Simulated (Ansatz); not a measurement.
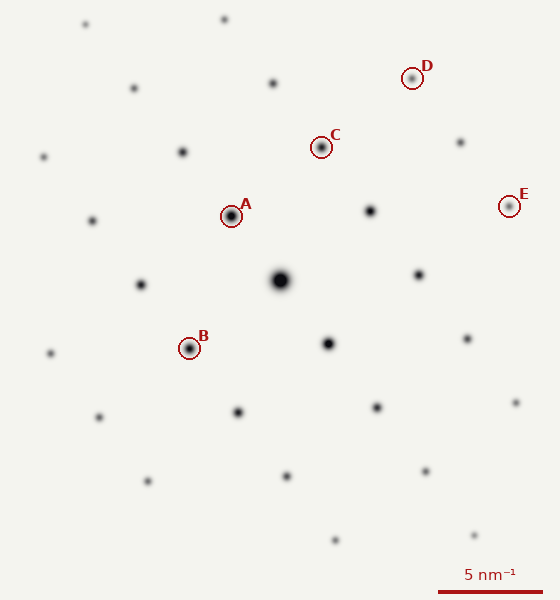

Computed electron diffraction pattern, 80 kV, single scattering only, B = 0.5 Å². The zone axis points towards the electron source and the pattern is seen from the source side.

The sample is Rh, space group Pm-3m (No. 221), a = 2.58 Å. Structure: the geometry relaxed with DFT, BLYP, plane waves (420 eV) with PAW, scalar-relativistic (Ansatz 0.2.0); the starting structure was generated, so it need not be a known form of this composition.

```json
{"atom": "Rh", "site": "1a", "symmetry": "m-3m", "x": "0.0000", "y": "0.0000", "z": "0.0000"}
```

Spot A is indexed 0 0 -1 and spot B -1 1 0.

### What are the indices of the remaining marked spots?

C = A − B = 1 -1 -1 (d = 1.492 Å). D = A − 2B = 2 -2 -1 (d = 0.861 Å). E = −A − 2B = 2 -2 1 (d = 0.861 Å).

### Find the zone axis.

The cross product of A and B is parallel to [110]; every spot obeys hu + kv + lw = 0.
